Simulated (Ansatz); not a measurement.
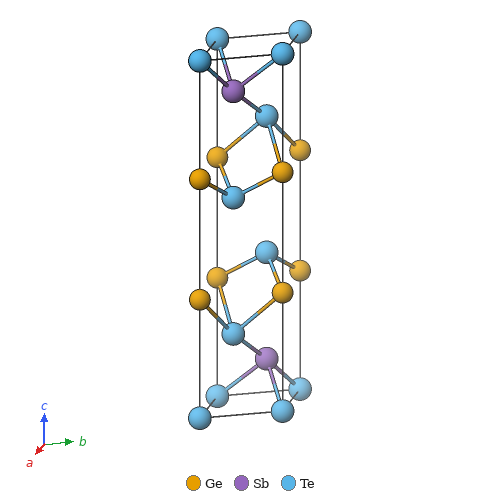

Two computed energy maps of cells of Ge₂Sb₂Te₅. The picture above is the structure of the first map.

Map 1

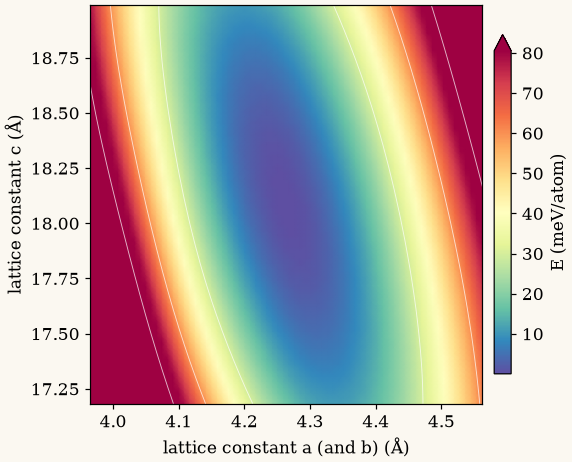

Ge₂Sb₂Te₅ (P-3m1, No. 164; 9 atoms in the cell). The energy is mapped over the lattice constants a and c of the conventional cell. The first coordinate is: lattice constant a (and b); the second: lattice constant c. Nothing is relaxed (fractional coordinates fixed). The grid has 7 × 7 points. Points are written as (first, second). All energies are given in meV/atom relative to the lowest grid point. The band gap closes in part of the range. The calculation used DFT PBE, scalar-relativistic, plane waves, PAW in Ansatz 0.2.0. Settings: cutoff 420 eV, k-mesh 9×9×2 in the order of the run's cell vectors, gaussian smearing 0.03 eV, no spin polarisation.

Drawn: a smooth colour map with a few white contour lines, one colour for all values above the top of the scale. Between grid points the surface is interpolated.

Map 2

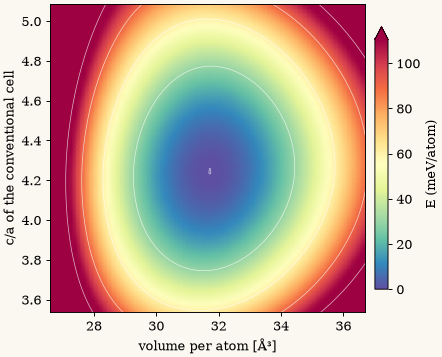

Ge₂Sb₂Te₅ (P-3m1, No. 164; 9 atoms in the cell). 
- The energy is mapped over volume and the cell's shape.
- Coordinates scanned: (1) volume per atom; (2) c/a of the conventional cell.
- Nothing is relaxed (fractional coordinates fixed).
- The scan uses a 5 × 5 grid.
- Points are written as (first, second).
- Energies: meV/atom, counted from the lowest grid point.
- This map comes from DFT PBE, scalar-relativistic, plane waves, PAW (Ansatz). Settings: cutoff 420 eV, k-mesh 12×12×2 in the order of the run's cell vectors, gaussian smearing 0.03 eV, no spin polarisation.

Drawn: a smooth colour map with a few white contour lines, one colour for all values above the top of the scale. Between grid points the surface is interpolated.

> Summarise the maps one by one.

Map 1: The lowest grid point is at (4.264 Å, 18.087 Å). It is the only kind of minimum in the scanned range. The highest grid point, (3.966 Å, 17.182 Å), lies 208 meV/atom above the lowest. Round the minimum the valley is strongly tilted: raising lattice constant a (and b) shifts the best value of lattice constant c downwards (coupling k₁₂/√(k₁₁k₂₂) about 0.6).
Map 2: The lowest grid point is at (31.64 Å³, 4.242). No other kind of well shows on this grid. The highest grid point, (26.58 Å³, 5.088), lies 213 meV/atom above the lowest. Round the minimum the two coordinates are weakly coupled (coupling −0.06 in units of the two stiffnesses).

> Maps 1, 2 start from a relaxed reference structure. Do they show a way to lower its energy?

No. In each of them the reference is the lowest point, within the accuracy of the grid, so it is stable against the distortions scanned (other distortions weren't tried).

PAW datasets: the set soft_1.
